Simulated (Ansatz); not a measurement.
## Run report: CoSi, single-point calculation (part 2 of 3)

The same run, continued: CoSi (4 atoms in the cell); DFT r2SCAN, scalar-relativistic, plane waves, PAW, spin-polarised (Ansatz 0.2.0); cutoff 500 eV, 10×10×10 k-mesh, Gaussian smearing of 0.1 eV, collinear spins. The structure derives from a Materials Project entry.

Geometry of the input (Å; fractional positions):
```
0.0000  -3.8701  0.0000
3.8701  0.0000  0.0000
-1.9350  1.9350  4.9382
Co 0.2500  0.7500  0.5000
Co 0.7500  0.2500  0.5000
Si 0.6338  0.6338  0.2675
Si 0.3662  0.3662  0.7325
```

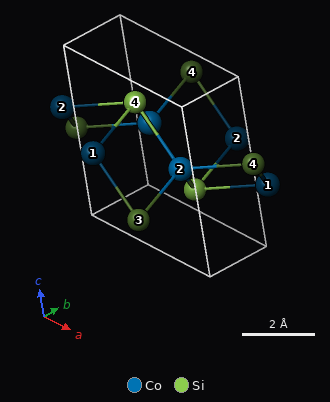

**Figure 1.** The structure as given in the input (ball-and-stick view of the cell of the calculation, seen slightly off an axis; neighbours outside the cell are drawn fainter; atoms are numbered from 1 in the order of the input). An atom can appear more than once, as a periodic image.

### What the program printed, continued
```
SCF iter   1: F=-11530.521673 eV  HF=-11538.601409 eV  |F-HF|=8.08e0  |Δ(HF+E_count)|=         —  Δρ=1.65e-1 (↑7.21e-2 ↓1.65e-1)  dr2=1.27e1  dr2_τ=5.16e-1  dr2_m=9.04e0  M=2.522 μB ∫|m|=2.683 μB  β_m=0.30  ethr=3.10e-3  ⟨swp⟩=6.2  Hψ=26953  notcnv=0
preconditioner: auto → Kerker (q_TF=auto, 2.483 Å⁻¹)  [metal: Δε(μ)=0.002 eV  Ē_g=7.809 eV  σ=0.100 eV  W_gap=0.01  n_scr=14 (ndim 8)  ℏωp=22.0 eV  f_vac=0.044  D(μ)=5.48/eV (n_scr^D=60)]
spin=Collinear: Kerker preconditioning applied to the charge; magnetization (m = ρ↑ − ρ↓) channel mixes plain (no charge-response kernel on spin).
SCF iter   2: F=-11538.493713 eV  HF=-11538.743900 eV  |F-HF|=2.50e-1  |Δ(HF+E_count)|=   1.42e-1  Δρ=8.63e-2 (↑8.63e-2 ↓5.18e-2)  dr2=2.34e0  dr2_τ=1.46e-1  dr2_m=2.84e0  M=2.897 μB ∫|m|=3.146 μB  β_m=0.30  ethr=3.10e-3  ⟨swp⟩=3.5  Hψ=13431  notcnv=0  defer=372  κ⁻¹=1.0e0(r=1)
SCF iter   3: F=-11538.271342 eV  HF=-11539.315141 eV  |F-HF|=1.04e0  |Δ(HF+E_count)|=   5.71e-1  Δρ=7.59e-2 (↑5.58e-2 ↓7.59e-2)  dr2=2.64e0  dr2_τ=9.32e-2  dr2_m=2.79e0  M=2.247 μB ∫|m|=2.708 μB  β_m=0.30  ethr=3.10e-3  ⟨swp⟩=2.6  Hψ=11035  notcnv=0  defer=360  κ⁻¹=7.3e-3(r=2)
SCF iter   4: F=-11538.862022 eV  HF=-11539.370821 eV  |F-HF|=5.09e-1  |Δ(HF+E_count)|=   5.57e-2  Δρ=5.60e-2 (↑5.60e-2 ↓2.00e-2)  dr2=1.40e0  dr2_τ=5.30e-2  dr2_m=8.31e-1  M=2.462 μB ∫|m|=2.998 μB  β_m=0.30  ethr=3.10e-3  ⟨swp⟩=3.2  Hψ=10758  notcnv=0  defer=359  κ⁻¹=1.5e-4(r=3)
SCF iter   5: F=-11539.638916 eV  HF=-11539.634924 eV  |F-HF|=3.99e-3  |Δ(HF+E_count)|=   2.64e-1  Δρ=5.19e-2 (↑3.24e-2 ↓5.19e-2)  dr2=3.61e-1  dr2_τ=3.33e-2  dr2_m=1.19e0  M=1.892 μB ∫|m|=2.613 μB  β_m=0.30  ethr=3.10e-3  ⟨swp⟩=2.1  Hψ=9156  notcnv=0  defer=364  κ⁻¹=1.0e-4(r=4)
SCF iter   6: F=-11539.662399 eV  HF=-11539.745665 eV  |F-HF|=8.33e-2  |Δ(HF+E_count)|=   1.11e-1  Δρ=5.02e-2 (↑2.51e-2 ↓5.02e-2)  dr2=5.06e-1  dr2_τ=4.06e-2  dr2_m=9.35e-1  M=1.633 μB ∫|m|=2.453 μB  β_m=0.30  ethr=8.59e-4  ⟨swp⟩=2.9  Hψ=11371  notcnv=0  defer=364  κ⁻¹=1.1e-5(r=5)
SCF iter   7: F=-11539.956365 eV  HF=-11539.860395 eV  |F-HF|=9.60e-2  |Δ(HF+E_count)|=   1.15e-1  Δρ=3.70e-2 (↑2.56e-2 ↓3.70e-2)  dr2=1.05e-1  dr2_τ=2.70e-2  dr2_m=6.57e-1  M=1.488 μB ∫|m|=2.356 μB  β_m=0.30  ethr=8.59e-4  ⟨swp⟩=2.0  Hψ=7270  notcnv=0  defer=365  κ⁻¹=9.4e-6(r=6)
SCF iter   8: F=-11539.964657 eV  HF=-11539.947274 eV  |F-HF|=1.74e-2  |Δ(HF+E_count)|=   8.69e-2  Δρ=3.68e-2 (↑2.30e-2 ↓3.68e-2)  dr2=1.55e-1  dr2_τ=2.11e-2  dr2_m=5.99e-1  M=1.264 μB ∫|m|=2.205 μB  β_m=0.30  ethr=2.49e-4  ⟨swp⟩=1.1  Hψ=7168  notcnv=0  defer=362  κ⁻¹=8.7e-7(r=7)
SCF iter   9: F=-11539.709739 eV  HF=-11540.049104 eV  |F-HF|=3.39e-1  |Δ(HF+E_count)|=   1.02e-1  Δρ=4.65e-2 (↑1.97e-2 ↓4.65e-2)  dr2=6.04e-1  dr2_τ=2.38e-2  dr2_m=7.13e-1  M=0.941 μB ∫|m|=1.975 μB  β_m=0.30  ethr=2.49e-4  ⟨swp⟩=1.5  Hψ=7268  notcnv=0  defer=362  κ⁻¹=5.2e-7(r=8)
SCF iter  10: F=-11540.143638 eV  HF=-11540.062179 eV  |F-HF|=8.15e-2  |Δ(HF+E_count)|=   1.31e-2  Δρ=2.67e-2 (↑2.67e-2 ↓2.66e-2)  dr2=8.53e-4  dr2_τ=1.89e-2  dr2_m=4.81e-1  M=0.875 μB ∫|m|=1.879 μB  β_m=0.30  ethr=2.49e-4  ⟨swp⟩=2.4  Hψ=10760  notcnv=0  defer=357  κ⁻¹=3.3e-7(r=8)
SCF iter  11: F=-11540.186461 eV  HF=-11540.109934 eV  |F-HF|=7.65e-2  |Δ(HF+E_count)|=   4.78e-2  Δρ=2.69e-2 (↑2.65e-2 ↓2.69e-2)  dr2=2.53e-3  dr2_τ=1.49e-2  dr2_m=4.82e-1  M=0.685 μB ∫|m|=1.707 μB  β_m=0.30  ethr=2.03e-6  ⟨swp⟩=2.2  Hψ=11871  notcnv=0  defer=362  κ⁻¹=2.3e-7(r=8)
SCF iter  12: F=-11540.220594 eV  HF=-11540.155532 eV  |F-HF|=6.51e-2  |Δ(HF+E_count)|=   4.56e-2  Δρ=2.51e-2 (↑2.44e-2 ↓2.51e-2)  dr2=7.05e-4  dr2_τ=1.36e-2  dr2_m=4.16e-1  M=0.561 μB ∫|m|=1.559 μB  β_m=0.30  ethr=2.03e-6  ⟨swp⟩=2.5  Hψ=11686  notcnv=0  defer=362  κ⁻¹=7.3e-7(r=8)
SCF iter  13: F=-11540.246644 eV  HF=-11540.192957 eV  |F-HF|=5.37e-2  |Δ(HF+E_count)|=   3.74e-2  Δρ=2.30e-2 (↑2.23e-2 ↓2.30e-2)  dr2=1.05e-3  dr2_τ=1.15e-2  dr2_m=3.48e-1  M=0.464 μB ∫|m|=1.423 μB  β_m=0.30  ethr=1.68e-6  ⟨swp⟩=2.6  Hψ=11557  notcnv=0  defer=362  κ⁻¹=4.6e-6(r=8)
SCF iter  14: F=-11540.264397 eV  HF=-11540.224323 eV  |F-HF|=4.01e-2  |Δ(HF+E_count)|=   3.14e-2  Δρ=2.17e-2 (↑1.95e-2 ↓2.17e-2)  dr2=5.79e-3  dr2_τ=9.61e-3  dr2_m=2.87e-1  M=0.385 μB ∫|m|=1.297 μB  β_m=0.30  ethr=1.68e-6  ⟨swp⟩=2.5  Hψ=11493  notcnv=0  defer=362  κ⁻¹=5.3e-6(r=8)
SCF iter  15: F=-11540.280697 eV  HF=-11540.249585 eV  |F-HF|=3.11e-2  |Δ(HF+E_count)|=   2.53e-2  Δρ=1.97e-2 (↑1.70e-2 ↓1.97e-2)  dr2=6.42e-3  dr2_τ=7.81e-3  dr2_m=2.28e-1  M=0.329 μB ∫|m|=1.183 μB  β_m=0.56  ethr=1.68e-6  ⟨swp⟩=2.7  Hψ=12038  notcnv=0  defer=362
Mixer restart at iter 15: flushing history
spin-set hold released at iteration 15 (site moments contracting): the magnetisation degrees of freedom join the quasi-Newton model from the next iteration; the mixer history was flushed
SCF iter  16: F=-11540.298891 eV  HF=-11540.270422 eV  |F-HF|=2.85e-2  |Δ(HF+E_count)|=   2.08e-2  Δρ=1.22e-2 (↑1.22e-2 ↓1.18e-2)  dr2=1.03e-3  dr2_τ=3.12e-3  dr2_m=9.76e-2  M=0.285 μB ∫|m|=1.063 μB  β_m=0.84  ethr=1.68e-6  ⟨swp⟩=2.4  Hψ=11551  notcnv=0  defer=362  κ⁻¹=1.0e0(r=1)
SCF iter  17: F=-11540.316992 eV  HF=-11540.299974 eV  |F-HF|=1.70e-2  |Δ(HF+E_count)|=   2.96e-2  Δρ=4.57e-3 (↑1.11e-3 ↓4.57e-3)  dr2=9.55e-3  dr2_τ=6.07e-5  dr2_m=5.31e-3  M=0.209 μB ∫|m|=0.775 μB  β_m=0.40  ethr=1.68e-6  ⟨swp⟩=3.1  Hψ=13825  notcnv=0  defer=370  κ⁻¹=1.3e-1(r=2)
SCF iter  18: F=-11540.328849 eV  HF=-11540.310195 eV  |F-HF|=1.87e-2  |Δ(HF+E_count)|=   1.02e-2  Δρ=1.95e-3 (↑1.63e-3 ↓1.95e-3)  dr2=1.07e-3  dr2_τ=1.02e-5  dr2_m=2.07e-3  M=0.192 μB ∫|m|=0.701 μB  β_m=0.30  ethr=1.68e-6  ⟨swp⟩=2.9  Hψ=11865  notcnv=0  defer=330  κ⁻¹=5.1e-4(r=3)
SCF iter  19: F=-11540.343522 eV  HF=-11540.340398 eV  |F-HF|=3.12e-3  |Δ(HF+E_count)|=   3.02e-2  Δρ=2.06e-3 (↑2.06e-3 ↓1.68e-3)  dr2=1.34e-4  dr2_τ=3.04e-5  dr2_m=2.36e-3  M=0.111 μB ∫|m|=0.394 μB  β_m=0.30  ethr=1.68e-6  ⟨swp⟩=3.0  Hψ=13517  notcnv=0  defer=330  κ⁻¹=1.6e-4(r=4)
SCF iter  20: F=-11540.348176 eV  HF=-11540.347569 eV  |F-HF|=6.07e-4  |Δ(HF+E_count)|=   7.17e-3  Δρ=1.41e-3 (↑1.41e-3 ↓7.37e-4)  dr2=3.50e-4  dr2_τ=1.47e-5  dr2_m=7.58e-4  M=0.041 μB ∫|m|=0.181 μB  β_m=0.30  ethr=3.20e-7  ⟨swp⟩=3.1  Hψ=13494  notcnv=0  defer=331  κ⁻¹=1.5e-4(r=5)
SCF iter  21: F=-11540.348647 eV  HF=-11540.347178 eV  |F-HF|=1.47e-3  |Δ(HF+E_count)|=   3.91e-4  Δρ=8.27e-4 (↑8.27e-4 ↓7.29e-4)  dr2=3.32e-5  dr2_τ=8.86e-6  dr2_m=4.08e-4  M=0.043 μB ∫|m|=0.157 μB  β_m=1.20  ethr=3.20e-7  ⟨swp⟩=2.1  Hψ=11128  notcnv=0  defer=346  κ⁻¹=6.4e-5(r=6)
SCF iter  22: F=-11540.349453 eV  HF=-11540.349238 eV  |F-HF|=2.16e-4  |Δ(HF+E_count)|=   2.06e-3  Δρ=1.74e-4 (↑7.65e-5 ↓1.74e-4)  dr2=1.95e-5  dr2_τ=1.57e-7  dr2_m=6.98e-6  M=0.026 μB ∫|m|=0.075 μB  β_m=1.20  ethr=7.90e-8  ⟨swp⟩=3.0  Hψ=12317  notcnv=0  defer=346  κ⁻¹=5.8e-5(r=7)
SCF iter  23: F=-11540.349594 eV  HF=-11540.349507 eV  |F-HF|=8.65e-5  |Δ(HF+E_count)|=   2.70e-4  Δρ=1.51e-4 (↑4.75e-5 ↓1.51e-4)  dr2=9.83e-6  dr2_τ=6.29e-8  dr2_m=5.35e-6  M=0.017 μB ∫|m|=0.049 μB  β_m=1.20  ethr=4.64e-8  ⟨swp⟩=3.0  Hψ=11181  notcnv=0  defer=343  κ⁻¹=1.3e-5(r=8)
SCF iter  24: F=-11540.349652 eV  HF=-11540.349627 eV  |F-HF|=2.45e-5  |Δ(HF+E_count)|=   1.20e-4  Δρ=1.88e-4 (↑4.69e-5 ↓1.88e-4)  dr2=1.30e-5  dr2_τ=8.29e-8  dr2_m=8.82e-6  M=0.012 μB ∫|m|=0.031 μB  β_m=1.19  ethr=2.34e-8  ⟨swp⟩=3.0  Hψ=10701  notcnv=0  defer=341  κ⁻¹=1.9e-6(r=8)
SCF iter  25: F=-11540.349697 eV  HF=-11540.349698 eV  |F-HF|=7.79e-7  |Δ(HF+E_count)|=   7.03e-5  Δρ=5.41e-5 (↑2.29e-5 ↓5.41e-5)  dr2=3.37e-6  dr2_τ=8.27e-9  dr2_m=2.48e-7  M=0.002 μB ∫|m|=0.004 μB  β_m=1.09  ethr=2.34e-8  ⟨swp⟩=3.1  Hψ=11469  notcnv=0  defer=339  κ⁻¹=1.1e-5(r=8)
SCF iter  26: F=-11540.349698 eV  HF=-11540.349699 eV  |F-HF|=1.18e-6  |Δ(HF+E_count)|=   1.07e-6  Δρ=5.06e-5 (↑5.06e-5 ↓1.58e-5)  dr2=2.35e-6  dr2_τ=7.12e-9  dr2_m=4.03e-7  M=0.000 μB ∫|m|=0.001 μB  β_m=1.20  ethr=8.03e-9  ⟨swp⟩=2.2  Hψ=8260  notcnv=0  defer=329  κ⁻¹=1.1e-5(r=8)
SCF iter  27: F=-11540.349699 eV  HF=-11540.349698 eV  |F-HF|=3.82e-7  |Δ(HF+E_count)|=   3.01e-7  Δρ=3.20e-5 (↑1.36e-5 ↓3.20e-5)  dr2=1.79e-7  dr2_τ=7.96e-9  dr2_m=3.21e-7  M=-0.001 μB ∫|m|=0.002 μB  β_m=0.30  ethr=5.60e-9  ⟨swp⟩=1.6  Hψ=6804  notcnv=0  defer=329  κ⁻¹=2.7e-6(r=8)
SCF iter  28: F=-11540.349699 eV  HF=-11540.349699 eV  |F-HF|=1.45e-7  |Δ(HF+E_count)|=   4.34e-7  Δρ=1.04e-5 (↑8.01e-6 ↓1.04e-5)  dr2=1.26e-7  dr2_τ=1.67e-9  dr2_m=7.65e-9  M=-0.000 μB ∫|m|=0.001 μB  β_m=0.48  ethr=2.38e-10  ⟨swp⟩=3.0  Hψ=12963  notcnv=0  κ⁻¹=1.5e-6(r=8)
iter 29 did not close the SCF: its close was put off for a magnetic moment that had not settled (scf_convergence_deferred on its scf_iter line)
SCF iter  29: F=-11540.349699 eV  HF=-11540.349699 eV  |F-HF|=5.65e-8  |Δ(HF+E_count)|=   1.80e-7  Δρ=4.15e-6 (↑3.65e-6 ↓4.15e-6)  dr2=2.01e-8  dr2_τ=6.57e-10  dr2_m=6.68e-9  M=0.000 μB ∫|m|=0.000 μB  β_m=0.38  ethr=2.38e-10  ⟨swp⟩=3.0  Hψ=12297  notcnv=0  κ⁻¹=2.7e-6(r=8)
iter 30 did not close the SCF: its close was put off for a magnetic moment that had not settled (scf_convergence_deferred on its scf_iter line)
SCF iter  30: F=-11540.349699 eV  HF=-11540.349699 eV  |F-HF|=1.66e-8  |Δ(HF+E_count)|=   5.43e-8  Δρ=3.95e-6 (↑3.95e-6 ↓3.11e-6)  dr2=1.34e-8  dr2_τ=1.46e-10  dr2_m=3.12e-9  M=0.000 μB ∫|m|=0.000 μB  β_m=0.30  ethr=4.78e-11  ⟨swp⟩=1.0  Hψ=16213  notcnv=0  κ⁻¹=4.8e-5(r=8)
iter 31 did not close the SCF: its close was put off for a magnetic moment that had not settled (scf_convergence_deferred on its scf_iter line)
SCF iter  31: F=-11540.349699 eV  HF=-11540.349699 eV  |F-HF|=4.91e-9  |Δ(HF+E_count)|=   1.97e-8  Δρ=2.29e-6 (↑1.53e-6 ↓2.29e-6)  dr2=3.12e-9  dr2_τ=7.14e-11  dr2_m=1.75e-9  M=-0.000 μB ∫|m|=0.000 μB  β_m=0.36  ethr=3.19e-11  ⟨swp⟩=1.1  Hψ=14583  notcnv=0  κ⁻¹=2.0e-5(r=8)
iter 32 did not close the SCF: its close was put off for a magnetic moment that had not settled (scf_convergence_deferred on its scf_iter line)
SCF iter  32: F=-11540.349699 eV  HF=-11540.349699 eV  |F-HF|=6.86e-10  |Δ(HF+E_count)|=   1.10e-8  Δρ=2.04e-6 (↑2.04e-6 ↓1.67e-6)  dr2=5.79e-9  dr2_τ=3.48e-11  dr2_m=4.16e-10  M=0.000 μB ∫|m|=0.000 μB  β_m=0.30  ethr=7.42e-12  ⟨swp⟩=1.0  Hψ=16865  notcnv=0  κ⁻¹=4.4e-6(r=8)
iter 33 did not close the SCF: its close was put off for a magnetic moment that had not settled (scf_convergence_deferred on its scf_iter line)
SCF iter  33: F=-11540.349699 eV  HF=-11540.349699 eV  |F-HF|=1.34e-9  |Δ(HF+E_count)|=  5.09e-11  Δρ=9.42e-7 (↑7.37e-7 ↓9.42e-7)  dr2=1.30e-10  dr2_τ=9.20e-12  dr2_m=4.33e-10  M=-0.000 μB ∫|m|=0.000 μB  β_m=0.30  ethr=7.42e-12  ⟨swp⟩=1.0  Hψ=15112  notcnv=0  κ⁻¹=6.9e-6(r=8)
iter 34 did not close the SCF: its close was put off for a magnetic moment that had not settled (scf_convergence_deferred on its scf_iter line)
SCF iter  34: F=-11540.349699 eV  HF=-11540.349699 eV  |F-HF|=3.69e-10  |Δ(HF+E_count)|=   1.74e-9  Δρ=8.84e-7 (↑8.84e-7 ↓3.78e-7)  dr2=4.51e-10  dr2_τ=2.93e-12  dr2_m=1.63e-10  M=-0.000 μB ∫|m|=0.000 μB  β_m=0.30  ethr=1.00e-12  ⟨swp⟩=1.0  Hψ=17593  notcnv=0  κ⁻¹=3.6e-6(r=8)
iter 35 did not close the SCF: its close was put off for a magnetic moment that had not settled (scf_convergence_deferred on its scf_iter line)
SCF iter  35: F=-11540.349699 eV  HF=-11540.349699 eV  |F-HF|=3.06e-10  |Δ(HF+E_count)|=  6.17e-10  Δρ=3.61e-7 (↑3.61e-7 ↓3.35e-7)  dr2=1.46e-11  dr2_τ=1.66e-12  dr2_m=7.60e-11  M=-0.000 μB ∫|m|=0.000 μB  β_m=0.30  ethr=1.00e-12  ⟨swp⟩=1.0  Hψ=14475  notcnv=0  κ⁻¹=1.1e-5(r=8)
SCF iter  36: F=-11540.349699 eV  HF=-11540.349699 eV  |F-HF|=5.09e-11  |Δ(HF+E_count)|=  5.88e-10  Δρ=2.01e-7 (↑1.46e-7 ↓2.01e-7)  dr2=7.52e-12  dr2_τ=7.61e-13  dr2_m=1.71e-11  M=-0.000 μB ∫|m|=0.000 μB  ethr=1.00e-12  ⟨swp⟩=1.0  Hψ=16215  notcnv=0
SCF 2 converged in 36 iterations: F = -11540.349699 eV  dr2 = 7.52e-12
WARN: the starting moments were not kept: the SCF closed with an absolute magnetisation of 4.7e-5 μB, where they sum to 4 μB in size (4 sites). That is at most 0.1 of that sum. Measured as dr2_m measures the in/out step, that magnetisation stands 1.6e-9 eV from none, at or under the dr2_threshold of 1.0e-7 eV: it is no larger than a step whose dr2_m would equal this threshold. The system may hold no moment; this SCF shows only that its start led to no more than that. To try another start: raise the starting moments (crystal.atoms[].spin, magnetization.per_species, magnetization.initial_magnetization, or on a non-collinear deck that types none of these the spinor_matrix: blocks that start its atoms; where the total moment is fixed, keep their sum and leave initial_magnetization as it is; typed ones take the place of any that the run laid by itself, positive ones on a crystal's lanthanoids without a Hubbard term where scf.initial_density.shell_occupations: [] is typed) or, if the notice of its spin-set hold's release reads "site moments contracting" or "site moments show no strong build", lengthen the hold (scf.mixing.spin_hold: { on: { confirm: 4 } }; for m-r²SCAN on two components see the key's manual first). Each may lead to a state that holds a moment. A second SCF, from the converged charge density, with the starting moments and any scf.initial_density.shell_occupations laid on it anew, would have followed, and was not run: the deck does not ask for one (magnetization.retry_lost_moments is false, the default). To let it run, set magnetization.retry_lost_moments: true and run the deck again, where that key's refused combinations let it; where memory then withholds it, that run's warning says so.
this state was not tested for a lower state beside it, because the mixer in use, unlike msr1, does not test its closes by its own steps (another_mixer; see scf.mixing.algorithm and scf.lower_state_search)
SCF converged after 27 iterations
Magnetization: 0.0000 μB (21.0000 up, 21.0000 down)
Absolute magnetization: 0.0000 μB (∫|ρ↑−ρ↓|, with the PAW one-centre terms)
Spin contamination: 0.0000 ħ² per cell (⟨S²⟩ above its minimum at these occupations)
Per-site moments (μB) at R_I (Å): [(1.6298664871458564e-5, 0.9281222049094392), (1.629866487146941e-5, 0.9281222049094392), (-2.0450835913271313e-6, 0.9281222049094392), (-2.04508359132956e-6, 0.9281222049094392)]
Free energy (F): -11540.349699 eV
Harris-Foulkes:  -11540.349699 eV  (|F-HF|=2.56e-10)
Internal energy: -11540.341036 eV  (E = F + TS)
E sigma→0 (E₀):  -11540.345367 eV
Entropy (-TS):   -0.008664 eV (-2.166 meV/atom)
Fermi energy:    7.551711 eV
--- Per-component energies (eV) ---
  E_band       = -871.328184
  E_kinetic    = 993.452910
  E_local      = -9700.788474  (includes V_loc(G=0)·N_el)
  E_nonlocal   = 964.785083
  E_hartree    = 4211.888690
  E_xc         = -416.723011
  E_vxc        = -558.121709  (∫ρ·V_xc dr)
  E_paw        = -4090.224584  (= ΣΔE_a)
  E_vpaw       = -1028.344697  (= ΣTr[D̂ρ^β])
  E_aug_tail   = 0.000075  (compensation charges beyond the density's cutoff)
  E_vtau       = 33.912177  (kinetic-family band-sum trace: ∫τ·v_τ [+ j·A + Jᵃ·Aᵃ] dr)
  E_ewald      = -3501.988447
  E_core_change = -0.743278  (= ΣΔE_core)
  E_smearing   = -0.008664  (= −TS)
  E_closure    = 0.000000  (closes the sum)
  Σ components = -11540.349699   (vs F -11540.349699, Δ=0.00e0)
--- Forces (eV/Å), atoms counted from 1 ---
  atom   1  Co    -0.00000000     0.00000000    -0.00000000
  atom   2  Co     0.00000000     0.00000000    -0.00000000
  atom   3  Si    -0.00000000     0.00000000    -0.30200414
  atom   4  Si     0.00000000     0.00000000     0.30200414
  max |Σ_I F_I| component: 8.67e-19 eV/Å
--- Stress (GPa, compression-positive) ---
      -10.115561       0.000000      -0.000000
        0.000000     -10.115561      -0.000000
       -0.000000      -0.000000      -9.316486
  P = ⅓ Tr σ = -9.8492 GPa (-98.492 kbar)
--- Band table (eV; the first three rows and the last of 204) ---
  k-point 0 ↑: bands = ["-90.4938", "-90.4831", "-52.4732", "-52.4732", "-52.4107", "-52.4107", "-52.1488", "-52.1357", "-2.9686", "0.8960", "3.0692", "4.7281", "4.7281", "4.8993", "5.3159", "5.9740", "5.9740", "6.7844", "6.8349", "7.3002", "7.7459", "8.2867", "8.2867", "11.4203", "11.4203", "13.4169", "13.4802", "13.7951"]
  k-point 1 ↑: bands = ["-90.4938", "-90.4831", "-52.4731", "-52.4731", "-52.4107", "-52.4107", "-52.1488", "-52.1357", "-2.9193", "0.7067", "3.1383", "4.7439", "4.7439", "4.8998", "5.3372", "5.9538", "5.9538", "6.7712", "6.8361", "7.4806", "7.7459", "8.2406", "8.2406", "11.5610", "11.5610", "13.0928", "13.4757", "13.8997"]
  k-point 2 ↑: bands = ["-90.4938", "-90.4831", "-52.4732", "-52.4732", "-52.4107", "-52.4107", "-52.1488", "-52.1357", "-2.7749", "0.2569", "3.2635", "4.7881", "4.7881", "4.9013", "5.3813", "5.8975", "5.8975", "6.7386", "6.8378", "7.7459", "8.0038", "8.1326", "8.1326", "11.9486", "11.9486", "12.8345", "13.1871", "14.4234"]
  k-point 101 ↓: bands = ["-90.4884", "-90.4884", "-52.4807", "-52.4807", "-52.4048", "-52.4048", "-52.1419", "-52.1419", "-0.4321", "0.9090", "2.8759", "2.9933", "5.3151", "5.4135", "5.5743", "5.7566", "5.9369", "5.9884", "6.0955", "6.8464", "6.8512", "7.6159", "7.9830", "8.5395", "8.6522", "11.3111", "13.9523", "14.9140"]
--- Löwdin populations: 4 sites ---
  site symbol       q [e]    m [muB]
     0     Co     16.6051     0.0000
     1     Co     16.6051     0.0000
     2     Si      4.1698    -0.0000
     3     Si      4.1698    -0.0000
  spilling = 0.010720 (of n_electrons = 42.000000)
--- Bader charges: 4 sites ---
  site symbol  charge [e]  shift [e]    m [muB]
     0     Co     -0.3912     0.0077     0.0000
     1     Co     -0.3913     0.0077     0.0000
     2     Si      0.3913     0.0077     0.0000
     3     Si      0.3913     0.0077     0.0000
  estimated error of the sums over rays = 4.5e-4 e
```
